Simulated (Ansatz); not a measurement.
Pd: geometry relaxation (part 1 of 2)

Pd (slab, 16 atoms in the cell), computed with DFT PBE+D3(BJ), scalar-relativistic, plane waves, PAW, no spin polarisation (Ansatz 0.2.0).

The structure derives from an entry of the Crystallography Open Database. The input holds or restrains some coordinates. It belongs to a series of runs on one base structure; here: clean slab, lower planes held. Figures and captions count atoms from 1; the log counts them from 0 in places.

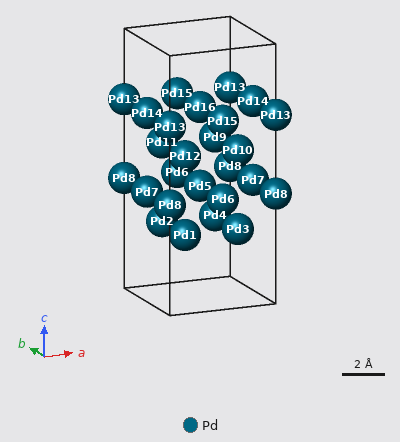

The structure as given in the input (spheres-only view of the cell of the calculation, with the vacuum cut short, seen slightly off an axis; atoms are numbered from 1 in the order of the input).

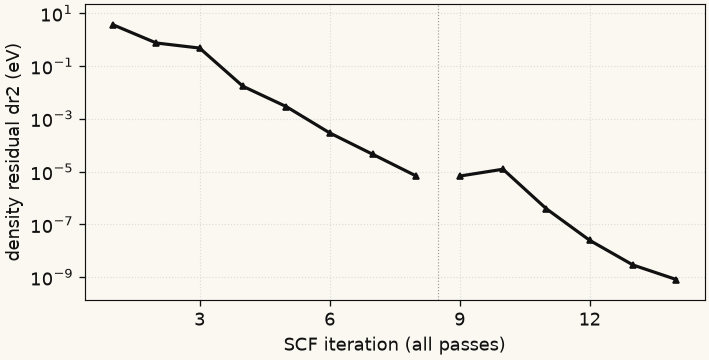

Convergence of the self-consistent field: density residual dr2 against the SCF iteration. The dotted lines part the SCF passes of the relaxation: geometry steps, rejected trials and re-solves on a re-selected basis. The passes take 8 and 6 iterations.

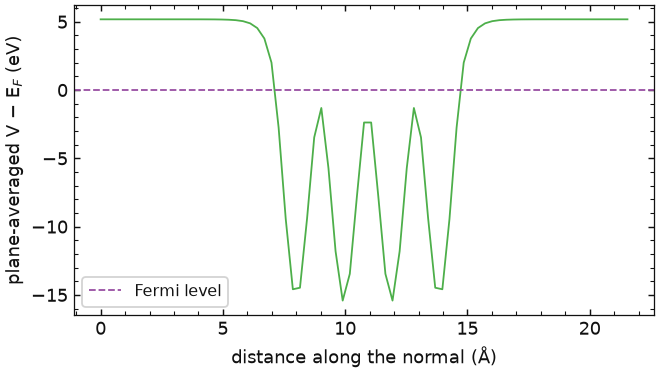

Plane average of the electrostatic potential energy of an electron across the cell, from the Fermi level. The vacuum level lies 5.18 eV above the Fermi level.

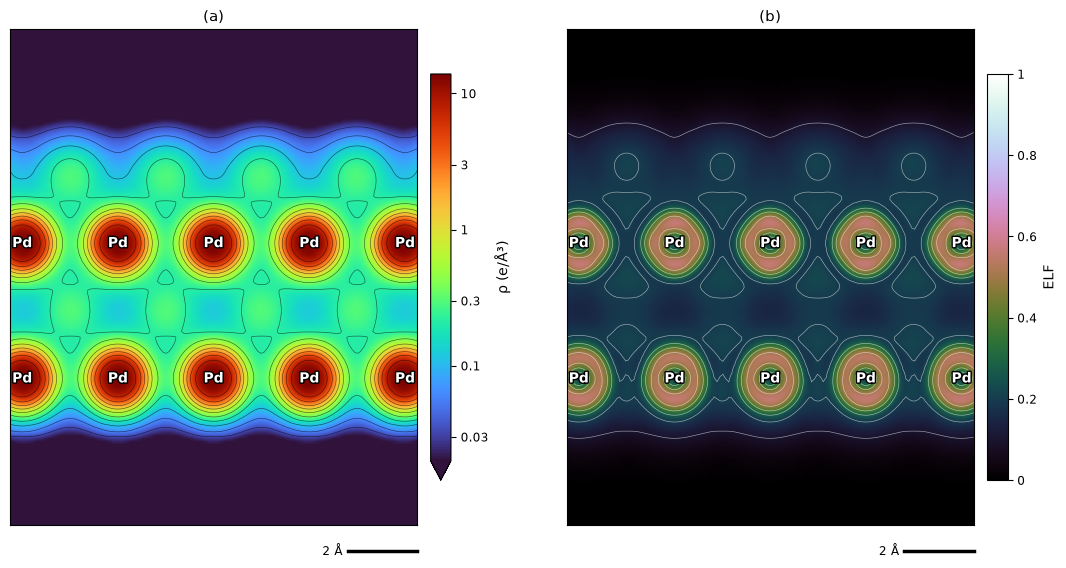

(a) valence electron density; (b) ELF on the (100) plane of the calculation cell, a cut from vacuum to vacuum. The section cuts through Pd sites. Pd–Pd (2.75 Å): the density is about 0.29 e/Å³ at the midpoint; the ELF is about 0.20 at the midpoint (no localised pair between them). The density dies away to nearly zero in the vacuum. The strong features right at Pd lie inside the PAW spheres (semicore, d or f shells) and say nothing about bonding. The fields are those of the smooth PAW valence density.

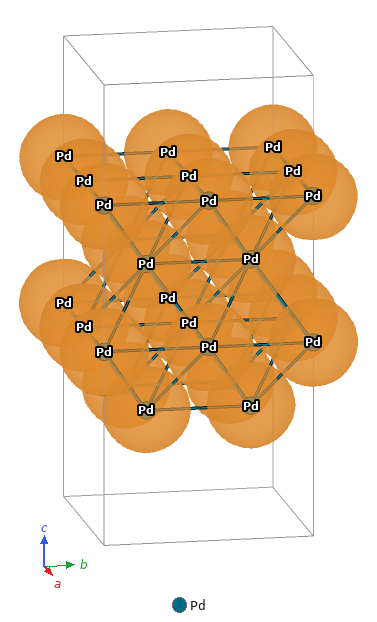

Isosurface of the valence pseudo-density at 0.4 e/Å³ (orange), seen slightly off an axis. Sticks mark near contacts. At this value the density breaks into separate islands; it holds about 85 % of the electrons treated as valence (semicore included). It is pinched off along the Pd–Pd (2.75 Å) contacts. On the grid the lowest density along these lines, outside the cores, is 0.3 e/Å³ (Pd–Pd, 2.75 Å).

These pictures come from the run below.

## Input
```yaml
crystal:
  lattice:
    - [5.5001966168, 0.0, 0.0]
    - [0.0, 5.5001966168, 0.0]
    - [0.0, 0.0, 21.8338394884]
  atoms:
    - { symbol: Pd, position: [0.25, 0.25, 0.3664037195] }
    - { symbol: Pd, position: [0.25, 0.75, 0.3664037195] }
    - { symbol: Pd, position: [0.75, 0.25, 0.3664037195] }
    - { symbol: Pd, position: [0.75, 0.75, 0.3664037195] }
    - { symbol: Pd, position: [0.5, 0.5, 0.4554679065] }
    - { symbol: Pd, position: [0.5, 0.0, 0.4554679065] }
    - { symbol: Pd, position: [0.0, 0.5, 0.4554679065] }
    - { symbol: Pd, position: [0.0, 0.0, 0.4554679065] }
    - { symbol: Pd, position: [0.75, 0.75, 0.5445320935] }
    - { symbol: Pd, position: [0.75, 0.25, 0.5445320935] }
    - { symbol: Pd, position: [0.25, 0.75, 0.5445320935] }
    - { symbol: Pd, position: [0.25, 0.25, 0.5445320935] }
    - { symbol: Pd, position: [0.0, 0.0, 0.6335962805] }
    - { symbol: Pd, position: [0.0, 0.5, 0.6335962805] }
    - { symbol: Pd, position: [0.5, 0.0, 0.6335962805] }
    - { symbol: Pd, position: [0.5, 0.5, 0.6335962805] }
basis:
  ecutwfc: 420
kpoints:
  mp_grid: { grid: [4, 4, 1] }
hamiltonian:
  xc: pbe
  dispersion: d3bj
scf:
  occupations: { method: gaussian, width: 0.1 }
output:
  forces: true
  eigenvalues: true
  write_density: true
  write_potential: true
  elf: true
  volumetric_format: npy
relax:
  adjacent_minimum: "off"
  f_tol: 0.03
  max_steps: 70
  constraints: [{ sites: [0, 1, 2, 3, 4, 5, 6, 7] }]
efield:
  axis: 3
  dipole_correction: true
  ramp_width: 0.04
```

Run as:
```bash
ansatz run input.yaml --threads 4 --pin off --max-ram 10240MiB --backend cpu --events-out ev --progress --plain --runs-dir out
```

## Output
```
Engine: ansatz 0.2.0, aarch64-unknown-linux-gnu
Pseudopotentials: kind: paw
Pseudopotential: Pd, paw, valence charge 18, recommended cutoff 420 eV (normal), Pd.paw.azcp
Functional definition: PBE
  parameter kappa = 0.804
  parameter beta = 0.06672455060314922
  exchange = pbe_x(kappa = kappa, mu = beta*pi^2/3)
  correlation = pbe_c(beta = beta)
Crystal: 16 atoms, lattice volume = 660.521 Å³
Basis set: ecut = 420 eV, 12877 PW (Γ), exchange–correlation on 80×80×300 points (8 copies of the dense FFT grid, shifted against one another)
Bands: 173, of which v1, the nominal top of the filled ones, is band 144 counted from 1 (143 counted from 0)
Symmetry: 32 space group operations
k-points: 6 of 16
Non-local potential: Pd, projectors of the file, l = 0: 2, l = 1: 2, l = 2: 2, l = 3: 1
PAW form: soft (Blöchl's): semilocal exchange-correlation on the pseudo side does not see the compensation charge
PAW one-centre angular grid: Pd, 590 points (default); XC on 64 Gauss nodes
Initial density: superposition of atomic densities (neutral atoms: chi_scale 0, normalization atom), corrected by the library's trained network
Initial wavefunctions: pseudopotential atomic-orbital guess
Functional: x = pbe(κ = 0.804, μ = 0.2195149727645171), c = pbe(β = 0.06672455060314922)
SCF iter   1: F=—  HF=-111567.468538 eV  |F-HF|=—  |Δ(HF+E_count)|=         —  Δρ=9.33e-3  dr2=3.61e0  ethr=1.77e-3  p=0.000 e·Å  D=1.28e-13 V/Å  ΔV_dip=-0.00 eV  dr2_dipole=5.58e-7  V_vac-E_F(+/−)=4.81/4.81 eV  ⟨swp⟩=7.3  Hψ=4290  notcnv=0  defer=43
efield: sawtooth ramp at fractional position 0.9800 (placed from the atoms, in the widest stretch of the axis that holds none; the zero of the levels goes with the place), width 0.0400; the density the first Hamiltonian is built on has a dipole p = 0.000 e·Å; the dipole correction subtracts the counter field D = 1.28e-13 V/Å, which shifts the + side's vacuum level by -0.00 eV against the − side's; the planar-averaged density in the ramp window peaks in size at 1.5e-5 e/Å³
preconditioner: auto → LDOS  [metal: Δε(μ)=0.031 eV  Ē_g=6.589 eV  σ=0.100 eV  W_gap=0.17  n_scr=148 (ndim 8)  ℏωp=18.3 eV  f_vac=0.584  D(μ)=41.38/eV (n_scr^D=414)  β→1.0]
SCF iter   2: F=—  HF=-111567.379124 eV  |F-HF|=—  |Δ(HF+E_count)|=   8.94e-2  Δρ=8.66e-3  dr2=7.36e-1  ethr=1.25e-3  p=-0.000 e·Å  D=-9.10e-6 V/Å  ΔV_dip=0.00 eV  dr2_dipole=2.16e-7  V_vac-E_F(+/−)=5.19/5.19 eV  ⟨swp⟩=2.0  Hψ=1240  notcnv=0  defer=110
SCF iter   3: F=—  HF=-111567.325782 eV  |F-HF|=—  |Δ(HF+E_count)|=   5.33e-2  Δρ=3.88e-3  dr2=4.73e-1  ethr=2.56e-4  p=-0.000 e·Å  D=-4.43e-6 V/Å  ΔV_dip=0.00 eV  dr2_dipole=9.66e-8  V_vac-E_F(+/−)=5.13/5.13 eV  ⟨swp⟩=2.0  Hψ=1422  notcnv=0  defer=110
SCF iter   4: F=—  HF=-111567.313756 eV  |F-HF|=—  |Δ(HF+E_count)|=   1.20e-2  Δρ=1.20e-3  dr2=1.69e-2  ethr=1.64e-4  p=0.000 e·Å  D=1.40e-6 V/Å  ΔV_dip=-0.00 eV  dr2_dipole=1.51e-10  V_vac-E_F(+/−)=5.23/5.23 eV  ⟨swp⟩=1.5  Hψ=945  notcnv=0  defer=110
SCF iter   5: F=—  HF=-111567.316490 eV  |F-HF|=—  |Δ(HF+E_count)|=   2.73e-3  Δρ=5.14e-4  dr2=2.88e-3  ethr=5.88e-6  p=0.000 e·Å  D=2.17e-6 V/Å  ΔV_dip=-0.00 eV  dr2_dipole=8.34e-9  V_vac-E_F(+/−)=5.22/5.22 eV  ⟨swp⟩=2.0  Hψ=1389  notcnv=0  defer=102
SCF iter   6: F=—  HF=-111567.316741 eV  |F-HF|=—  |Δ(HF+E_count)|=   2.50e-4  Δρ=1.42e-4  dr2=2.92e-4  ethr=9.99e-7  p=0.000 e·Å  D=9.90e-7 V/Å  ΔV_dip=-0.00 eV  dr2_dipole=1.16e-11  V_vac-E_F(+/−)=5.20/5.20 eV  ⟨swp⟩=2.0  Hψ=1278  notcnv=0  defer=102
SCF iter   7: F=—  HF=-111567.316754 eV  |F-HF|=—  |Δ(HF+E_count)|=   1.31e-5  Δρ=7.13e-5  dr2=4.47e-5  ethr=1.01e-7  p=0.000 e·Å  D=7.97e-7 V/Å  ΔV_dip=-0.00 eV  dr2_dipole=2.65e-13  V_vac-E_F(+/−)=5.18/5.18 eV  ⟨swp⟩=2.0  Hψ=1413  notcnv=0  defer=102
SCF iter   8: F=-111567.316745 eV  HF=-111567.316747 eV  |F-HF|=1.90e-6  |Δ(HF+E_count)|=   6.55e-6  Δρ=2.09e-5  dr2=6.79e-6  ethr=7.81e-9  p=0.000 e·Å  D=3.07e-7 V/Å  ΔV_dip=-0.00 eV  dr2_dipole=1.32e-10  V_vac-E_F(+/−)=5.18/5.18 eV  ⟨swp⟩=22.3  Hψ=11504  notcnv=0
SCF 1 converged in 8 iterations: F = -111567.316745 eV  dr2 = 6.79e-6
  greatest PAW one-centre occupation: 0.999 electrons in one spin orbital (limit 2), on the Pd atom at site 15 (counted from 0), in its partial waves of l = 0
relax step   1: F+E_penalty+E_count = -111567.31674515 eV  Δ(F+E_penalty+E_count) = +0.000e0 eV  max|allowed force component| = 1.919e-2 eV/Å  Δτ_max = 0.0000 Å  (8 SCF iters, dr2 threshold 2.25e-5 eV, accepted)
Initial density: handed on by an earlier stage of this run
Initial wavefunctions: those handed on with the density
iter 1 solved again at ethr=2.35e-9 eV; its pass at ethr=3.10e-3 eV (dr2=6.78e-6 eV) is discarded
SCF iter   1: F=—  HF=-111567.316548 eV  |F-HF|=—  |Δ(HF+E_count)|=         —  Δρ=2.09e-5  dr2=6.77e-6  ethr=2.35e-9  p=0.000 e·Å  D=3.07e-7 V/Å  ΔV_dip=-0.00 eV  dr2_dipole=1.18e-10  V_vac-E_F(+/−)=5.18/5.18 eV  ⟨swp⟩=1.0  Hψ=2436  notcnv=0
efield: sawtooth ramp at fractional position 0.9800 (handed on by an earlier solve), width 0.0400; the density the first Hamiltonian is built on has a dipole p = 0.000 e·Å; the dipole correction subtracts the counter field D = 3.07e-7 V/Å, which shifts the + side's vacuum level by -0.00 eV against the − side's; the planar-averaged density in the ramp window peaks in size at 2.0e-6 e/Å³
preconditioner: auto → LDOS  [metal: Δε(μ)=0.020 eV  Ē_g=6.742 eV  σ=0.100 eV  W_gap=0.11  n_scr=148 (ndim 8)  ℏωp=18.3 eV  f_vac=0.584  D(μ)=44.21/eV (n_scr^D=468)  β→1.0]
SCF iter   2: F=—  HF=-111567.316751 eV  |F-HF|=—  |Δ(HF+E_count)|=   2.03e-4  Δρ=3.00e-5  dr2=1.23e-5  ethr=2.35e-9  p=0.000 e·Å  D=2.73e-7 V/Å  ΔV_dip=-0.00 eV  dr2_dipole=6.06e-11  V_vac-E_F(+/−)=5.18/5.18 eV  ⟨swp⟩=2.5  Hψ=1791  notcnv=0
SCF iter   3: F=—  HF=-111567.316749 eV  |F-HF|=—  |Δ(HF+E_count)|=   2.36e-6  Δρ=4.54e-6  dr2=3.93e-7  ethr=2.35e-9  p=0.000 e·Å  D=1.16e-7 V/Å  ΔV_dip=-0.00 eV  dr2_dipole=1.12e-11  V_vac-E_F(+/−)=5.18/5.18 eV  ⟨swp⟩=2.2  Hψ=1667  notcnv=0
iter 4 did not close the SCF: its close was put off until two iterations running show no level that it waits for move by more than its bar (scf_convergence_deferred on its scf_iter line)
SCF iter   4: F=-111567.316749 eV  HF=-111567.316749 eV  |F-HF|=9.49e-9  |Δ(HF+E_count)|=   2.21e-9  Δρ=2.33e-6  dr2=2.51e-8  ethr=3.47e-11  p=0.000 e·Å  D=4.99e-8 V/Å  ΔV_dip=-0.00 eV  dr2_dipole=1.19e-13  V_vac-E_F(+/−)=5.18/5.18 eV  ⟨swp⟩=15.0  Hψ=7836  notcnv=0
iter 5 did not close the SCF: its close was put off until two iterations running show no level that it waits for move by more than its bar (scf_convergence_deferred on its scf_iter line)
SCF iter   5: F=-111567.316749 eV  HF=-111567.316749 eV  |F-HF|=8.35e-9  |Δ(HF+E_count)|=   6.72e-9  Δρ=6.44e-7  dr2=2.92e-9  ethr=8.71e-12  p=0.000 e·Å  D=1.84e-8 V/Å  ΔV_dip=-0.00 eV  dr2_dipole=8.80e-13  V_vac-E_F(+/−)=5.18/5.18 eV  ⟨swp⟩=9.0  Hψ=6942  notcnv=0
SCF iter   6: F=-111567.316749 eV  HF=-111567.316749 eV  |F-HF|=2.72e-9  |Δ(HF+E_count)|=   6.75e-9  Δρ=1.92e-7  dr2=8.23e-10  ethr=1.01e-12  p=0.000 e·Å  D=1.77e-8 V/Å  ΔV_dip=-0.00 eV  dr2_dipole=2.54e-14  V_vac-E_F(+/−)=5.18/5.18 eV  ⟨swp⟩=8.0  Hψ=6300  notcnv=0
SCF 2 converged in 6 iterations: F = -111567.316749 eV  dr2 = 8.23e-10
  greatest PAW one-centre occupation: 0.999 electrons in one spin orbital (limit 2), on the Pd atom at site 3 (counted from 0), in its partial waves of l = 0
relax step   2: F+E_penalty+E_count = -111567.31674876 eV  Δ(F+E_penalty+E_count) = -3.607e-6 eV  max|allowed force component| = 1.993e-2 eV/Å  Δτ_max = 0.0000 Å  (6 SCF iters, accepted)
WARN: The output density's exchange-correlation potential varies sharply where the density is thin. Do not read a vacuum level from v_tot or v_xc, or from such a field of the output density. On a cell that repeats whose density bears no net charge and no dipole along the vacuum's axis use v_es (v_loc + v_h of the components); under efield.dipole_correction with no amplitude use v_es + v_field, which holds any external_charges[].barrier, or the levels of the report's work_function block, which leave it out; under a non-zero efield.amplitude the vacuum is tilted and has no level; on a cell that repeats and bears such a dipole with no correction it is tilted too, and efield.dipole_correction with no amplitude gives each side of its ramp a level where efield: is served; in a cell that repeats whose density bears a net charge (total_charge, or a fill off its count) it is curved and has none; of a slab under crystal.periodic whose density bears no net charge use v_es, which has a level on each side, short of where the two are joined; of another it falls or rises all the way out and has none; of a slab beside external_charges read slab_vacuum_level instead, which it has where they leave it neutral. The grid or the basis barely resolves most such structure, and the values can differ between equally converged runs; as a rule a tighter scf.convergence.dr2_threshold does not remove it. Where the density itself ripples (under the LDA too) a higher basis.ecutwfc lessens it. The files hold the spikes' plane waves up to the density's cutoff. Files: v_tot_of_output_density and the like, and their columns of v_z.tsv (output.write_potential); v_xc_of_output_density and the like, and their columns of v_comp_z.tsv (output.write_potential_components). Measured: with its Gaussian average of σ = 0.25 Å subtracted twice, the exchange-correlation potential is over 0.1 eV at 64 of the grid points where the equally averaged density (valence and model cores) is under 1e-3 e/Å³, and 0.115 eV at the most among them, at an averaged density of 1.1e-8 e/Å³. See output.write_potential in the manual, Limitations
SCF converged after 6 iterations
Free energy (F): -111567.316749 eV
Harris-Foulkes:  -111567.316749 eV  (|F-HF|=2.72e-9)
Internal energy: -111567.095713 eV  (E = F + TS)
E sigma→0 (E₀):  -111567.206231 eV
Entropy (-TS):   -0.221036 eV (-13.815 meV/atom)
Fermi energy:    3.761740 eV
Dipole field:    D = -0.000000 V/Å  (p = -0.000000 e·Å, saw-weighted, corrected)
Work function:   Φ+ = 5.1772 eV   Φ− = 5.1772 eV
Levels:          The Fermi level and band energies are counted from a zero that moves with the ramp; work functions are not
--- Per-component energies (eV) ---
  E_band       = -6730.182216
  E_kinetic    = 8217.223652
  E_local      = -410912.295469  (includes V_loc(G=0)·N_el)
  E_nonlocal   = 3482.002094
  E_hartree    = 200567.504198
  E_xc         = -2689.852126
  E_vxc        = -3373.181484  (∫ρ·V_xc dr)
  E_paw        = -60008.950824  (= ΣΔE_a)
  E_vpaw       = -5278.952352  (= ΣTr[D̂ρ^β])
  E_aug_tail   = 0.003599  (compensation charges beyond the density's cutoff)
  E_efield     = 0.000000  (sawtooth field / dipole correction)
  E_vefield    = 0.000000  (∫n·V_field dr)
  E_ewald      = 149784.859070
  E_disp       = -7.589909  (pairwise vdW)
  E_smearing   = -0.221036  (= −TS)
  E_closure    = 0.000000  (closes the sum)
  Σ components = -111567.316749   (vs F -111567.316749, Δ=0.00e0)
```
